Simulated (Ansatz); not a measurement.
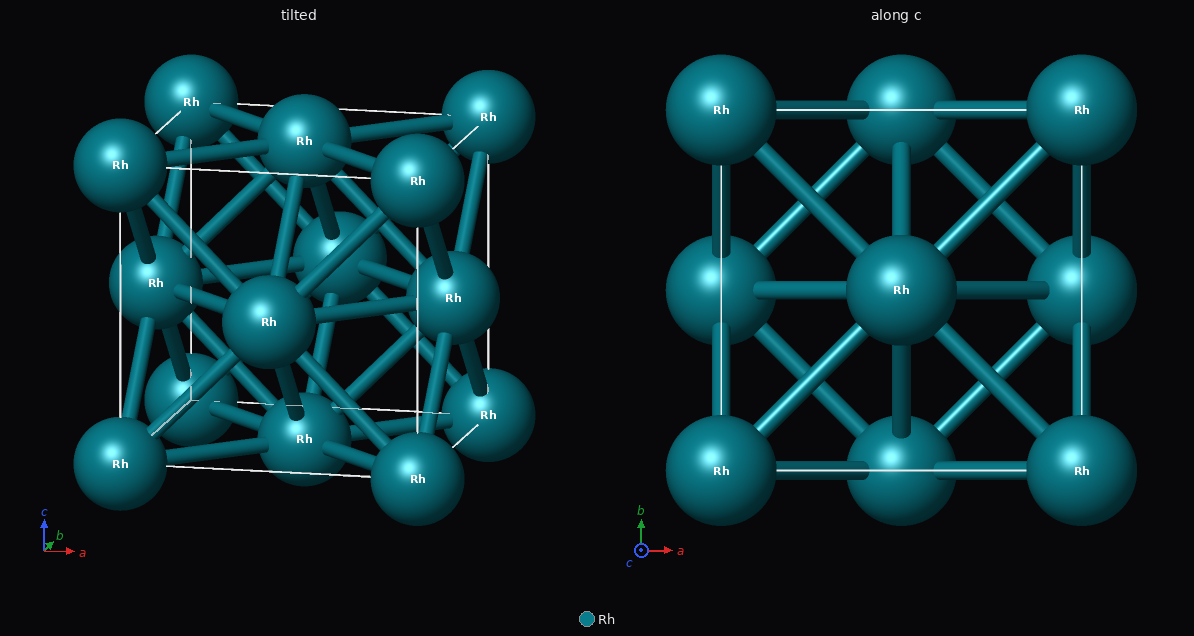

Ball-and-stick representation of a periodic structure, projected slightly off an axis and along the c axis. Thin lines show the conventional unit cell, with boundary atoms drawn in all their periodic places.

Rh, face-centred cubic (Cu type), space group Fm-3m (No. 225), a = 3.830 Å, b = 3.830 Å, c = 3.830 Å, α = 90.00°, β = 90.00°, γ = 90.00°. Provenance: a random cell made by a generator, so it need not be a real form of the element. Earlier steps of the study may have refined or changed the cell and positions. It went into a calculation with Ansatz.

This one geometry was computed with Ansatz (DFT, plane waves, PAW) at three levels of theory: PBE, r2SCAN and PBEsol.

Which level gives the highest pressure at this volume, and what does that say about its equilibrium volume?

Highest: PBE (0.0 GPa), which points to the largest equilibrium volume. Lowest, with the smallest volume: PBEsol (-10.5 GPa). Levels within 0.5 GPa of each other can't be told apart.

How does the band gap change with the level of theory?

All levels give a metal.

Collect the results in a table.

| level | cutoff (eV) | k-mesh of the run's cell | gap (eV) | pressure (GPa) |
| --- | --- | --- | --- | --- |
| PBE | 420 | 24×24×24 | metal | 0.0 |
| r2SCAN | 500 | 24×24×24 | metal | -6.2 |
| PBEsol | 420 | 24×24×24 | metal | -10.5 |

Gaps are taken on the k-mesh or band path of each run.
